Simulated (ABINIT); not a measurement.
# Phonon calculation, with input and output: CuAu (part 2 of 2)

The same run, continued: CuAu (P4/mmm, 2 atoms in the cell); Kohn-Sham DFT of a periodic cell, LDA, HGH LDA, no spin polarisation (ABINIT 10.8.3); cutoff 408.17 eV, 12×12×8 k-mesh, cold smearing of 0.2 eV. The structure derives from an entry of the Crystallography Open Database.

Geometry of the input (Å; fractional positions):
```
2.8107  0.0000  0.0000
0.0000  2.8107  0.0000
0.0000  0.0000  3.6850
Au 0.0000  0.0000  0.0000
Cu 0.5000  0.5000  0.5000
```

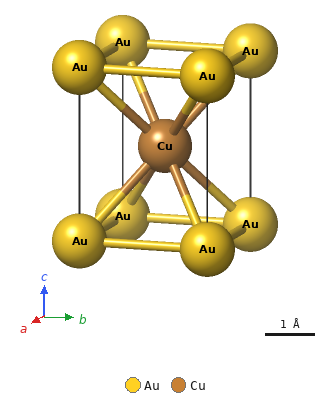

**Figure 1.** The input geometry (ball-and-stick view of the cell of the calculation, seen slightly off an axis). An atom can appear more than once, as a periodic image.

**Log, continued**
```
 cartesian forces (eV/Angstrom) at end:
    1     -0.00000000000000    -0.00000000000000    -0.00000000000000
    2     -0.00000000000000    -0.00000000000000    -0.00000000000000
 frms,max,avg= 0.0000000E+00 0.0000000E+00   0.000E+00  0.000E+00  0.000E+00 e/A
 length scales=  1.000000000000  1.000000000000  1.000000000000 bohr
              =  0.529177210544  0.529177210544  0.529177210544 angstroms
 Fermi (or HOMO) energy (hartree) =  -0.02886   Average Vxc (hartree)=  -0.25357
 Eigenvalues (hartree) for nkpt= 140  k points:
 kpt#   1, nband=  9, wtk=  0.00087, kpt=  0.0000  0.0000  0.0000 (reduced coord)
  -0.29606    0.19783    0.27151    0.49509    0.53250    0.53250    0.55231    0.69192
   0.74861
      occupation numbers for kpt#   1
   2.00000    0.00000    0.00000    0.00000    0.00000    0.00000    0.00000    0.00000
   0.00000
 prteigrs : prtvol=0 or 1, do not print more k-points.

--- !EnergyTerms
iteration_state     : {dtset: 1, }
comment             : Components of total free energy in Hartree
kinetic             :  3.83813770213222E-01
hartree             :  3.75450030988755E-03
xc                  : -4.02593491334830E-01
Ewald energy        : -6.25942214707315E-01
psp_core            : -2.62234659715810E-01
local_psp           :  2.19772505658212E-01
non_local_psp       : -3.95455625280297E-01
internal            : -1.07888521485693E+00
'-kT*entropy'       : -3.69078198009593E-05
total_energy        : -1.07892212267673E+00
total_energy_eV     : -2.93589666094902E+01
band_energy         : -3.08157700409663E-01
...

 Cartesian components of stress tensor (hartree/bohr^3)
  sigma(1 1)=  2.26160468E-03  sigma(3 2)=  0.00000000E+00
  sigma(2 2)=  2.26160468E-03  sigma(3 1)=  0.00000000E+00
  sigma(3 3)=  2.27155726E-03  sigma(2 1)=  0.00000000E+00

-Cartesian components of stress tensor (GPa)         [Pressure= -6.6636E+01 GPa]
- sigma(1 1)=  6.65387070E+01  sigma(3 2)=  0.00000000E+00
- sigma(2 2)=  6.65387070E+01  sigma(3 1)=  0.00000000E+00
- sigma(3 3)=  6.68315221E+01  sigma(2 1)=  0.00000000E+00

================================================================================
== DATASET  2 ==================================================================

--- !DatasetInfo
iteration_state: {dtset: 2, }
dimensions: {natom: 2, nkpt: 580, mband: 9, nsppol: 1, nspinor: 1, nspden: 1, mpw: 568, }
cutoff_energies: {ecut:  15.0, pawecutdg:  -1.0, }
electrons: {nelect:   2.00000000E+00, charge:   0.00000000E+00, occopt:   4.00000000E+00, tsmear:   7.34986000E-03, }
meta: {optdriver: 1, rfphon: 1, }
...

 mkfilename : getwfk/=0, take file _WFK from output of DATASET   1.

 Exchange-correlation functional for the present dataset will be:
  LDA: Perdew-Wang 92 LSD fit to Ceperley-Alder data - ixc=7
  J.P.Perdew and Y.Wang, PRB 45, 13244 (1992)

 Real(R)+Recip(G) space primitive vectors, cartesian coordinates (Bohr,Bohr^-1):
 R(1)=  5.3115467  0.0000000  0.0000000  G(1)=  0.1882691  0.0000000  0.0000000
 R(2)=  0.0000000  5.3115467  0.0000000  G(2)=  0.0000000  0.1882691  0.0000000
 R(3)=  0.0000000  0.0000000  6.9636408  G(3)=  0.0000000  0.0000000  0.1436030
 Unit cell volume ucvol=  1.9646191E+02 bohr^3
 Angles (23,13,12)=  9.00000000E+01  9.00000000E+01  9.00000000E+01 degrees
 setup1 : take into account q-point for computing boxcut.

 getcut: wavevector=  0.0000  0.0000  0.0000  ngfft=  20  20  27
         ecut(hartree)=     15.000   => boxcut(ratio)=   2.14154
--------------------------------------------------------------------------------

 ==>  initialize data related to q vector <==

 The list of irreducible perturbations for this q vector is:
    1)    idir= 1    ipert=   1
    2)    idir= 3    ipert=   1
    3)    idir= 1    ipert=   2
    4)    idir= 3    ipert=   2

================================================================================

 The perturbation idir=   2  ipert=   1 is
 symmetric of a previously calculated perturbation.
 So, its SCF calculation is not needed.

 The perturbation idir=   2  ipert=   2 is
 symmetric of a previously calculated perturbation.
 So, its SCF calculation is not needed.

--------------------------------------------------------------------------------
 Perturbation wavevector (in red.coord.)   0.000000  0.000000  0.000000
 Perturbation : displacement of atom   1   along direction   1
 Found     4 symmetries that leave the perturbation invariant.
 symkpt : the number of k-points, thanks to the symmetries,
 is reduced to   245 .

--------------------------------------------------------------------------------

--------------------------------------------------------------------------------

 dfpt_looppert : total number of electrons, from k and k+q
  fully or partially occupied states are    2.000000E+00 and    2.000000E+00.
 Initialisation of the first-order wave-functions :
  ireadwf=   0

--- !BeginCycle
iteration_state: {dtset: 2, }
solver: {iscf: 7, nstep: 80, nline: 4, wfoptalg: 0, }
tolerances: {tolvrs: 1.00E-10, }
...

     iter   2DEtotal(Ha)        deltaE(Ha) residm    vres2
-ETOT  1  0.27628625443271     -2.648E+00 5.750E-01 1.027E+02
 ETOT  2  0.26576146018103     -1.052E-02 4.502E-02 4.910E+00
 ETOT  3  0.26477307106112     -9.884E-04 7.061E-03 1.234E-01
 ETOT  4  0.26472861053776     -4.446E-05 2.046E-04 1.945E-03
 ETOT  5  0.26472755026348     -1.060E-06 3.379E-06 2.012E-05
 ETOT  6  0.26472753856376     -1.170E-08 2.838E-07 1.769E-07
 ETOT  7  0.26472753848301     -8.076E-11 4.983E-08 2.525E-09
 ETOT  8  0.26472753848210     -9.104E-13 4.302E-09 1.568E-11

 At SCF step    8       vres2   =  1.57E-11 < tolvrs=  1.00E-10 =>converged.
================================================================================

 ----iterations are completed or convergence reached----

 Mean square residual over all n,k,spin=   26.577E-13; max=  43.018E-10

 2DEtotal=    0.2647275385E+00 Ha. Also 2DEtotal=    0.720360329958E+01 eV
    (2DErelax=   -2.6600336555E+00 Ha. 2DEnonrelax=    2.9247611940E+00 Ha)
    (  non-var. 2DEtotal :    2.6472752101E-01 Ha)

--------------------------------------------------------------------------------
 Perturbation wavevector (in red.coord.)   0.000000  0.000000  0.000000
 Perturbation : displacement of atom   1   along direction   3
 Found     8 symmetries that leave the perturbation invariant.
 symkpt : the number of k-points, thanks to the symmetries,
 is reduced to   140 .

--------------------------------------------------------------------------------

--------------------------------------------------------------------------------

 dfpt_looppert : total number of electrons, from k and k+q
  fully or partially occupied states are    2.000000E+00 and    2.000000E+00.
 Initialisation of the first-order wave-functions :
  ireadwf=   0

--- !BeginCycle
iteration_state: {dtset: 2, }
solver: {iscf: 7, nstep: 80, nline: 4, wfoptalg: 0, }
tolerances: {tolvrs: 1.00E-10, }
...

     iter   2DEtotal(Ha)        deltaE(Ha) residm    vres2
-ETOT  1 -0.52339762190918     -7.088E+00 1.433E+00 9.202E+02
 ETOT  2 -0.93306929703333     -4.097E-01 4.575E-02 1.013E+02
 ETOT  3 -0.98815897331920     -5.509E-02 1.508E-02 7.701E-01
 ETOT  4 -0.98860336033990     -4.444E-04 1.171E-03 2.305E-03
 ETOT  5 -0.98860424675260     -8.864E-07 9.984E-05 1.291E-05
 ETOT  6 -0.98860425059418     -3.842E-09 1.446E-05 6.814E-08
 ETOT  7 -0.98860425061845     -2.427E-11 1.025E-06 1.561E-09
 ETOT  8 -0.98860425061900     -5.498E-13 2.210E-07 1.559E-11

 At SCF step    8       vres2   =  1.56E-11 < tolvrs=  1.00E-10 =>converged.
================================================================================

 ----iterations are completed or convergence reached----

 Mean square residual over all n,k,spin=   22.556E-11; max=  22.098E-08

 2DEtotal=   -0.9886042506E+00 Ha. Also 2DEtotal=   -0.269012921080E+02 eV
    (2DErelax=   -7.5532173197E+00 Ha. 2DEnonrelax=    6.5646130691E+00 Ha)
    (  non-var. 2DEtotal :   -9.8860413476E-01 Ha)

--------------------------------------------------------------------------------
 Perturbation wavevector (in red.coord.)   0.000000  0.000000  0.000000
 Perturbation : displacement of atom   2   along direction   1
 Found     4 symmetries that leave the perturbation invariant.
 symkpt : the number of k-points, thanks to the symmetries,
 is reduced to   245 .

--------------------------------------------------------------------------------

--------------------------------------------------------------------------------

 dfpt_looppert : total number of electrons, from k and k+q
  fully or partially occupied states are    2.000000E+00 and    2.000000E+00.
 Initialisation of the first-order wave-functions :
  ireadwf=   0

--- !BeginCycle
iteration_state: {dtset: 2, }
solver: {iscf: 7, nstep: 80, nline: 4, wfoptalg: 0, }
tolerances: {tolvrs: 1.00E-10, }
...

     iter   2DEtotal(Ha)        deltaE(Ha) residm    vres2
-ETOT  1  0.26885793782978     -3.433E+00 2.800E-02 7.048E+01
 ETOT  2  0.26468239107166     -4.176E-03 2.579E-03 2.544E+00
 ETOT  3  0.26426119069169     -4.212E-04 8.611E-05 5.343E-02
 ETOT  4  0.26423731523754     -2.388E-05 2.392E-05 6.820E-04
 ETOT  5  0.26423690856664     -4.067E-07 7.388E-07 7.854E-06
 ETOT  6  0.26423690453007     -4.037E-09 2.135E-07 7.819E-08
 ETOT  7  0.26423690449936     -3.072E-11 6.856E-09 1.676E-09
 ETOT  8  0.26423690449886     -5.009E-13 2.053E-09 1.012E-11

 At SCF step    8       vres2   =  1.01E-11 < tolvrs=  1.00E-10 =>converged.
================================================================================

 ----iterations are completed or convergence reached----

 Mean square residual over all n,k,spin=   12.316E-13; max=  20.532E-10

 2DEtotal=    0.2642369045E+00 Ha. Also 2DEtotal=    0.719025246876E+01 eV
    (2DErelax=   -3.4375271556E+00 Ha. 2DEnonrelax=    3.7017640601E+00 Ha)
    (  non-var. 2DEtotal :    2.6423689446E-01 Ha)

--------------------------------------------------------------------------------
 Perturbation wavevector (in red.coord.)   0.000000  0.000000  0.000000
 Perturbation : displacement of atom   2   along direction   3
 Found     8 symmetries that leave the perturbation invariant.
 symkpt : the number of k-points, thanks to the symmetries,
 is reduced to   140 .

--------------------------------------------------------------------------------

--------------------------------------------------------------------------------

 dfpt_looppert : total number of electrons, from k and k+q
  fully or partially occupied states are    2.000000E+00 and    2.000000E+00.
 Initialisation of the first-order wave-functions :
  ireadwf=   0

--- !BeginCycle
iteration_state: {dtset: 2, }
solver: {iscf: 7, nstep: 80, nline: 4, wfoptalg: 0, }
tolerances: {tolvrs: 1.00E-10, }
...

     iter   2DEtotal(Ha)        deltaE(Ha) residm    vres2
-ETOT  1 -0.60108133101911     -8.167E+00 1.794E-01 7.693E+02
 ETOT  2 -0.94250480899913     -3.414E-01 1.772E-02 8.166E+01
 ETOT  3 -0.98872666109019     -4.622E-02 4.114E-04 8.432E-01
 ETOT  4 -0.98922144400281     -4.948E-04 5.716E-05 1.929E-03
 ETOT  5 -0.98922212809022     -6.841E-07 4.563E-06 4.304E-05
 ETOT  6 -0.98922214139897     -1.331E-08 7.558E-07 3.712E-07
 ETOT  7 -0.98922214151745     -1.185E-10 9.512E-08 1.610E-09
 ETOT  8 -0.98922214151790     -4.547E-13 1.387E-08 1.149E-11

 At SCF step    8       vres2   =  1.15E-11 < tolvrs=  1.00E-10 =>converged.
================================================================================

 ----iterations are completed or convergence reached----

 Mean square residual over all n,k,spin=   14.271E-12; max=  13.868E-09

 2DEtotal=   -0.9892221415E+00 Ha. Also 2DEtotal=   -0.269181057759E+02 eV
    (2DErelax=   -8.5549481665E+00 Ha. 2DEnonrelax=    7.5657260249E+00 Ha)
    (  non-var. 2DEtotal :   -9.8922211278E-01 Ha)

================================================================================

 ---- first-order wavefunction calculations are completed ----

 ==> Compute Derivative Database <==

  Dynamical matrix, in cartesian coordinates,
   if specified in the inputs, asr has been imposed
     j1       j2             matrix element
  dir pert dir pert     real part    imaginary part

   1    1   1    1         0.0093645632         0.0000000000
   1    1   1    2        -0.0093645632         0.0000000000

   2    1   2    1         0.0093645632         0.0000000000
   2    1   2    2        -0.0093645632         0.0000000000

   3    1   3    1        -0.0204008173         0.0000000000
   3    1   3    2         0.0204008173         0.0000000000

   1    2   1    1        -0.0093645618         0.0000000000
   1    2   1    2         0.0093645618         0.0000000000

   2    2   2    1        -0.0093645618         0.0000000000
   2    2   2    2         0.0093645618         0.0000000000

   3    2   3    1         0.0204008175         0.0000000000
   3    2   3    2        -0.0204008175         0.0000000000

  Phonon wavevector (reduced coordinates) :  0.00000  0.00000  0.00000
 Phonon energies in Hartree :
  -4.826338E-04  0.000000E+00  0.000000E+00  0.000000E+00  3.269924E-04
   3.269924E-04
 Phonon frequencies in cm-1    :
  -1.059259E+02  0.000000E+00  0.000000E+00  0.000000E+00  7.176654E+01
   7.176654E+01

== END DATASET(S) ==============================================================
================================================================================

 -outvars: echo values of variables after computation  --------
            acell      1.0000000000E+00  1.0000000000E+00  1.0000000000E+00 Bohr
           etotal1    -1.0789221227E+00
           etotal2    -9.8922214152E-01
            fcart1    -0.0000000000E+00 -0.0000000000E+00 -0.0000000000E+00
                      -0.0000000000E+00 -0.0000000000E+00 -0.0000000000E+00
            fcart2     0.0000000000E+00  0.0000000000E+00  0.0000000000E+00
                       0.0000000000E+00  0.0000000000E+00  0.0000000000E+00
            rprim      5.3115466753E+00  0.0000000000E+00  0.0000000000E+00
                       0.0000000000E+00  5.3115466753E+00  0.0000000000E+00
                       0.0000000000E+00  0.0000000000E+00  6.9636407692E+00
           strten1     2.2616046817E-03  2.2616046817E-03  2.2715572642E-03
                       0.0000000000E+00  0.0000000000E+00  0.0000000000E+00
           strten2     0.0000000000E+00  0.0000000000E+00  0.0000000000E+00
                       0.0000000000E+00  0.0000000000E+00  0.0000000000E+00
           xangst      0.0000000000E+00  0.0000000000E+00  0.0000000000E+00
                       1.4053747267E+00  1.4053747267E+00  1.8424999987E+00
             xred      0.0000000000E+00  0.0000000000E+00  0.0000000000E+00
                       5.0000000000E-01  5.0000000000E-01  5.0000000000E-01
 Calculation completed.
```

**Key numbers**

| quantity | value |
| --- | --- |
| outcome | converged |
| space group (tolerance 0.01 Å) | P4/mmm (123) |
| electrons treated | 2 |
| free energy | −29.3590 eV |
| Fermi energy | −0.785 eV |
| gap on the k-point mesh | none (metallic) |
| pressure | −66.64 GPa |
| largest force (length of the vector) | under 0.001 eV/Å |
| wall time | 37 s |
| peak memory | 0.12 GiB |

**Remarks**

Spin–orbit coupling is left out, which matters for Au. The cell is under a tension of 67 GPa at this level, so it is not at its equilibrium volume.
